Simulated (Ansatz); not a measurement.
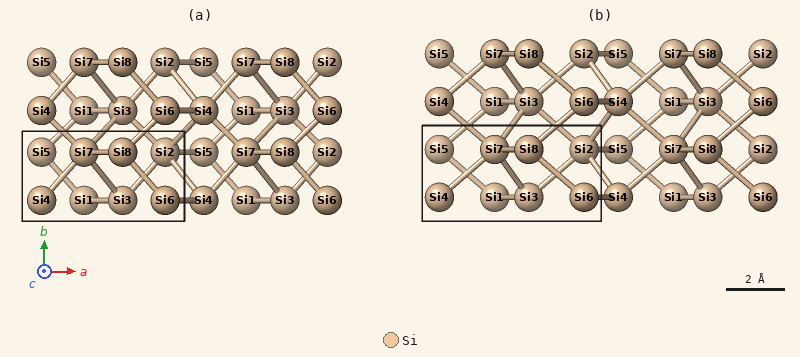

The structure of crystalline Si (a generated structure, set up in Pcca) (coarse preliminary run) before (left) and after (right) a relaxation, at one scale.

Style: ball-and-stick. Shown: the cell of the calculation, repeated 2 × 2 × 1 with one cell outlined, along the c axis.

All numbers below come from Ansatz 0.2.0, DFT PBE, scalar-relativistic, plane waves, PAW.

The input:
```yaml
crystal:
  lattice:
    - [5.61993213, 0.0, 0.0]
    - [0.0, 3.11283007, 0.0]
    - [0.0, 0.0, 6.26141776]
  atoms:
    - { symbol: Si, position: [0.38084298, 0.231592, 0.115374] }
    - { symbol: Si, position: [0.88084298, 0.768408, 0.384626] }
    - { symbol: Si, position: [0.61915702, 0.231592, 0.384626] }
    - { symbol: Si, position: [0.11915702, 0.231592, 0.615374] }
    - { symbol: Si, position: [0.11915702, 0.768408, 0.115374] }
    - { symbol: Si, position: [0.88084298, 0.231592, 0.884626] }
    - { symbol: Si, position: [0.38084298, 0.768408, 0.615374] }
    - { symbol: Si, position: [0.61915702, 0.768408, 0.884626] }
basis:
  ecutwfc: 420
kpoints:
  mp_grid: { grid: [4, 6, 4] }
hamiltonian:
  xc: pbe
scf:
  occupations: { method: gaussian, width: 0.1 }
  lower_state_search: "off"
output:
  forces: true
  stress: true
  eigenvalues: true
relax:
  adjacent_minimum: "off"
  f_tol: 0.04
  max_steps: 70
  cell: { stress_tol: 0.4 }
```

Command:
```bash
ansatz run input.yaml --threads 1 --pin off --max-ram 2560MiB --backend cpu --events-out ev --progress --plain --runs-dir out
```

> Summarise the run.

The largest moves relative to the cell, 0.19 Å, are those of 8 atoms (Si1, Si2, Si3, Si4 and others). Si2 goes along [3 −2 2]. Cell: a 5.620 → 6.200 Å (+10.3 %), b 3.113 → 3.316 Å (+6.5 %), c 6.261 → 6.856 Å (+9.5 %). Volume +28.7 %. Near-neighbour distances that change, for instance: Si1–Si5 2.060 → 2.533 Å, Si1–Si5 (another image) 2.226 → 2.533 Å, Si1–Si3 2.153 → 2.371 Å, Si1–Si8 2.583 → 2.458 Å. Among the angles between lasting bonds that change: Si7–Si4–Si7 93.1° → 81.8°, Si2–Si4–Si2 76.5° → 84.8°, Si2–Si4–Si6 97.0° → 104.1°. The space group (tolerance 0.01 Å) goes from Pcca (No. 54) to Cmce (No. 64). Over 6 accepted moves (7 points after the start) the energy falls by 5.466 eV per cell of the calculation. Largest force component: 2.8 eV/Å at the start, 0.038 eV/Å at the end. The pressure goes from 47.88 to 0.32 GPa. The SCF was repeated once at an unchanged geometry on a basis and grid sized afresh for the cell, which shifted the energy by 24.1 meV per cell of the calculation at most.
